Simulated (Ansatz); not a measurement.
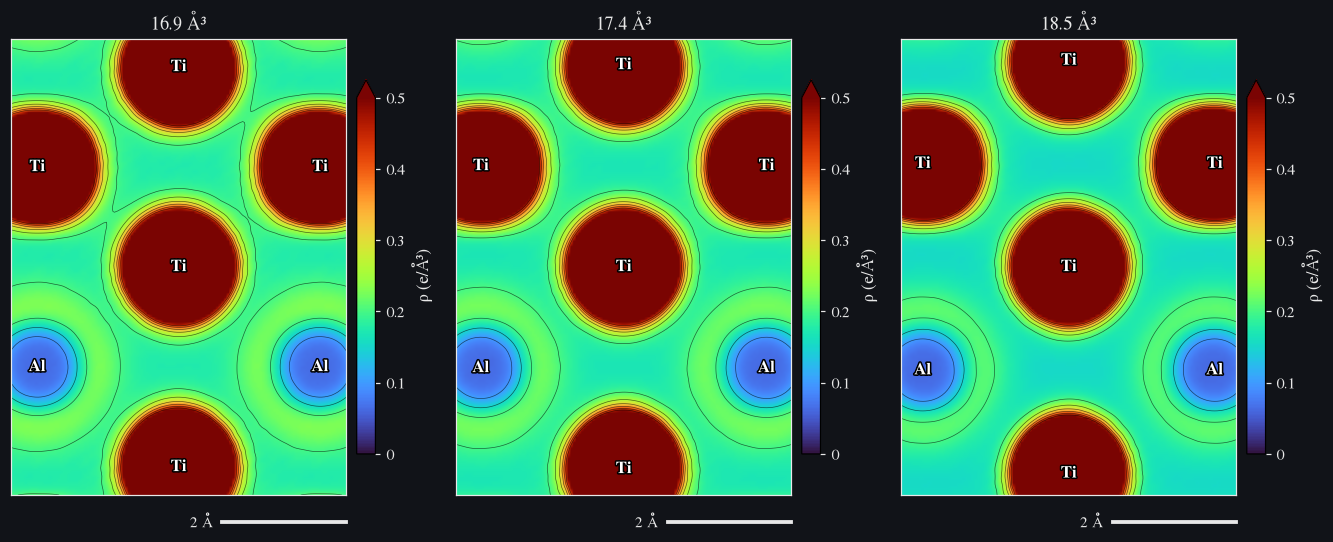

Ti₃Al. The valence charge density (pseudo) of cells scaled evenly to different volumes (given per atom above each panel), on the (11̄0) plane of each (indices in the axes of the cell below), at one length scale and on one colour scale.

A structure from a database of computed crystals, not necessarily the ambient phase; spin-polarised.

The calculation used DFT PBE, scalar-relativistic, plane waves, PAW (Ansatz 0.2.0).

In a PAW calculation such maps are meaningful between the atoms, not at the nuclei.

The largest cell:

```
CELL_PARAMETERS angstrom
0.00000 3.33489 3.33489
3.33489 0.00000 3.33489
3.33489 3.33489 0.00000
ATOMIC_POSITIONS crystal
Ti 0.75000 0.75000 0.75000
Ti 0.25000 0.25000 0.25000
Ti 0.00000 0.00000 0.00000
Al 0.50000 0.50000 0.50000
```

| volume (Å³/atom) | Ti–Al contact in the plane (Å) | ρ at its midpoint (e/Å³) | pressure (GPa) | largest moment (μB) | 
| --- | --- | --- | --- | --- |
| 16.86 | 2.798 | 0.197 | 0.0 | 1.03 | 
| 17.36 | 2.825 | 0.190 | −3.0 | 1.08 | 
| 17.87 | 2.853 | ? | ? | ? | 
| 18.54 | 2.888 | 0.176 | −8.6 | 1.17 | 

**What values belong in the row with question marks?**

Over the known rows ln ρ falls by 1.25 per Å of Ti–Al distance (a least-squares line), which gives 0.184 e/Å³ at 2.853 Å; the calculation gives 0.184 e/Å³. For the pressure, a straight line in volume between the neighbouring rows gives −5.4 GPa; the calculation gives −5.6. For the largest moment, a straight line in volume between the neighbouring rows gives 1.12 μB; the calculation gives 1.12.
